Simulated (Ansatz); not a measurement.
System: Ta, space group Fm-3m (No. 225).

Structure:
```yaml
crystal:
  lattice:
    - [0.00000, 2.10393, 2.10393]
    - [2.10393, 0.00000, 2.10393]
    - [2.10393, 2.10393, 0.00000]
  atoms:
    - { symbol: Ta, position: [0.00000, 0.00000, 0.00000] }
```

Calculation (Ansatz 0.2.0): homogeneous strain of a crystal along one Voigt pattern with engineering shear, fractional coordinates fixed, by plane-wave density functional theory with PAW datasets, free energies less that of the undisturbed cell, pressure positive in compression; scalar-relativistic. Level: r2SCAN, no spin polarisation.

| setting | value |
| --- | --- |
| wave cutoff | 500 eV |
| k mesh | 24×24×24 |
| occupations | Gaussian |
| smearing width | 0.15 eV |
| k shift | (0, 0, 0) (mesh steps) |
| start | relaxed |
| strain pattern | (0, 1, 0, 0, 0, 0) (xx yy zz yz xz xy with engineering shear) |

Predict the energy change, tensile stress summed over the strain pattern and pressure against strain. The strain takes the values −0.060, −0.030, 0.000, 0.015, 0.045, 0.060.

The energy rises on both sides of the starting structure, which is therefore a minimum along this path. The energy change is 19.89 meV/atom at strain −0.060 and 27.88 meV/atom at 0.060; the lowest computed point is at strain 0.000 (0.00 meV/atom). The tensile stress summed over the strain pattern rises from −4.7 GPa at strain −0.060 to 7.9 GPa at 0.060, and changes sign near 0.000. The pressure falls from 12.7 GPa at strain −0.060 to −10.8 GPa at 0.060, and changes sign near 0.000.

```json
{"strain": "-0.060", "energy change (meV/atom)": "19.89", "tensile stress summed over the strain pattern (GPa)": "-4.7", "pressure (GPa)": "12.7"}
{"strain": "-0.030", "energy change (meV/atom)": "6.08", "tensile stress summed over the strain pattern (GPa)": "-3.2", "pressure (GPa)": "6.2"}
{"strain": "0.000", "energy change (meV/atom)": "0.00", "tensile stress summed over the strain pattern (GPa)": "0.0", "pressure (GPa)": "0.0"}
{"strain": "0.015", "energy change (meV/atom)": "1.72", "tensile stress summed over the strain pattern (GPa)": "2.0", "pressure (GPa)": "-2.9"}
{"strain": "0.045", "energy change (meV/atom)": "15.75", "tensile stress summed over the strain pattern (GPa)": "6.0", "pressure (GPa)": "-8.3"}
{"strain": "0.060", "energy change (meV/atom)": "27.88", "tensile stress summed over the strain pattern (GPa)": "7.9", "pressure (GPa)": "-10.8"}
```

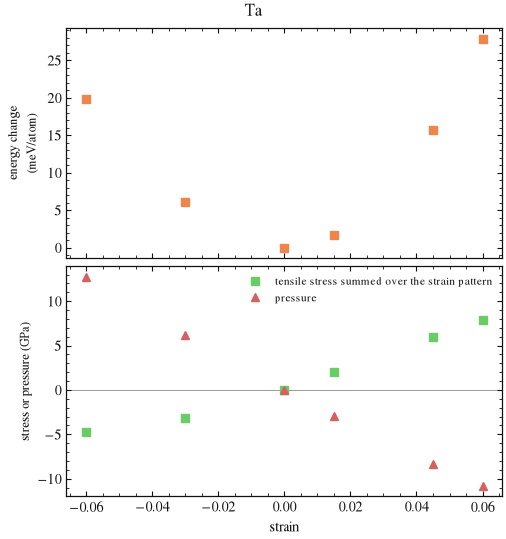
